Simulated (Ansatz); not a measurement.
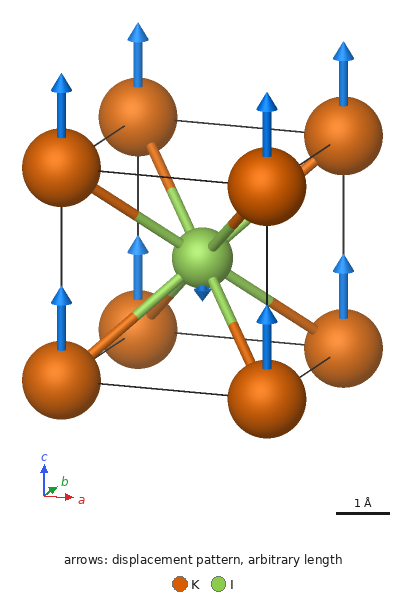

One vibrational mode of a crystal of KI (a generated structure) at a fixed volume at the zone centre. The blue arrows give the relative displacements of the atoms. The picture is a ball-and-stick view of the cell of the calculation, seen slightly off an axis.

Level of theory: DFT PBE, scalar-relativistic, plane waves, PAW (Ansatz 0.2.0).

Input file:
```yaml
crystal:
  lattice:
    - [4.1657, 0.0, 0.0]
    - [0.0, 4.1657, 0.0]
    - [0.0, 0.0, 4.1657]
  atoms:
    - { symbol: K, position: [0.0, 0.0, 0.0] }
    - { symbol: I, position: [0.5, 0.5, 0.5] }
basis:
  ecutwfc: 420
kpoints:
  mp_grid: { grid: [6, 6, 6] }
hamiltonian:
  xc: pbe
scf:
  occupations: { method: fixed }
output:
  eigenvalues: true
phonons:
  method: dfpt
  dielectric: true
  rigid_motions: translations
  eigenvectors: true
```

Run as
```bash
ansatz run input.yaml --threads 1 --pin off --max-ram 1228MiB --backend cpu --events-out ev --progress --plain --runs-dir out
```

Frequencies are those without the non-analytic (LO–TO) term.

> Give the symmetry, activity and frequency of this mode.

This is the T₁u mode (triply degenerate; one member of the set is drawn) at 94 cm⁻¹, the only optical level, infrared-active by symmetry. The K sublattice moves against the I sublattice, along c; the kinetic energy is shared as K 76 %, I 24 %. Its infrared intensity is 3.5 (D/Å)²/amu for the set. The value is the transverse one; the longitudinal partner lies at 137 cm⁻¹.
